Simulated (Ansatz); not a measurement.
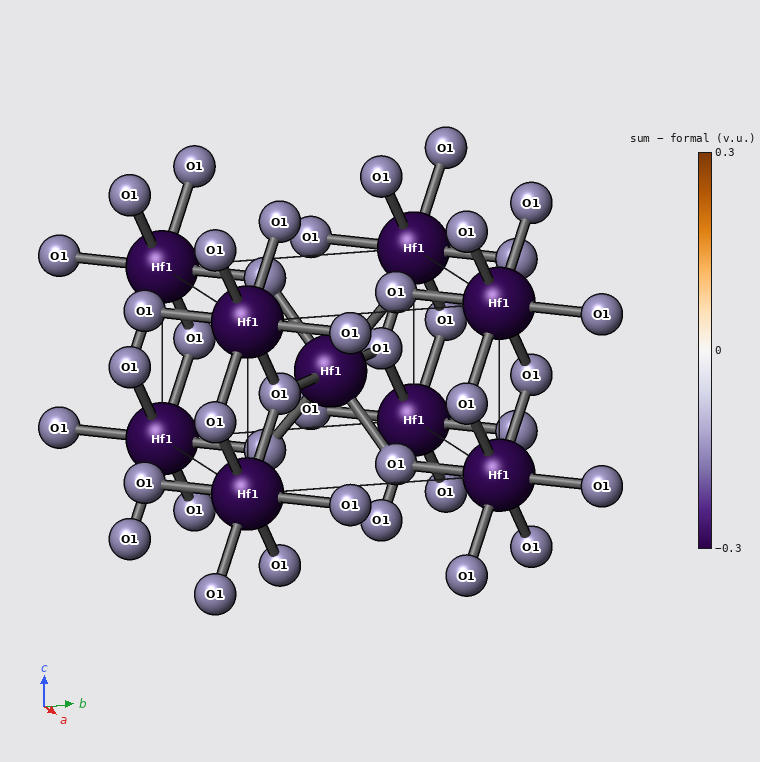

Atoms of HfO2 (P4_2/mnm, No. 136) coloured by their computed bond-valence sum less the size of their formal valence (view slightly off an axis).

Bond valence s = exp((R0 − d)/b), R0 fitted to published crystal structures with b = 0.37 Å, summed over all anions within 5 Å; R0 in Å: Hf4+–O 1.921.

The cell is taken from the geometry relaxed with DFT, PBE, plane waves, PAW (Ansatz 0.2.0); the starting structure was generated, so it need not be a known form of this composition.

```xyz
6
Lattice="4.8805 0.0000 0.0000 0.0000 4.8805 0.0000 0.0000 0.0000 3.2378" Properties=species:S:1:pos:R:3 pbc="T T T"
Hf    0.0000    0.0000    0.0000
Hf    2.4402    2.4402    1.6189
O     1.4895    1.4895    0.0000
O     0.9508    3.9297    1.6189
O     3.9297    0.9508    1.6189
O     3.3910    3.3910    0.0000
```

Site labels: Hf1 at 0.000, 0.000, 0.000; O1 at 0.305, 0.305, 0.000.

**Which site departs most from its formal valence?**

Hf1, whose sum is 3.72 against 4: by this sum it is underbonded.

**Give the sums of all sites.**

```
site              x, y, z  formal valence  bond-valence sum  difference
 Hf1  0.000, 0.000, 0.000              +4              3.72       -0.28
  O1  0.305, 0.305, 0.000              −2              1.86       -0.14
```

**Is the structure strained by this measure?**

The global instability index (root mean square of the differences over all atoms) is 0.20 v.u.: above 0.2, which by the usual rule of thumb marks a strained structure. Cells relaxed with PBE tend to have slightly long bonds, which lowers the sums.
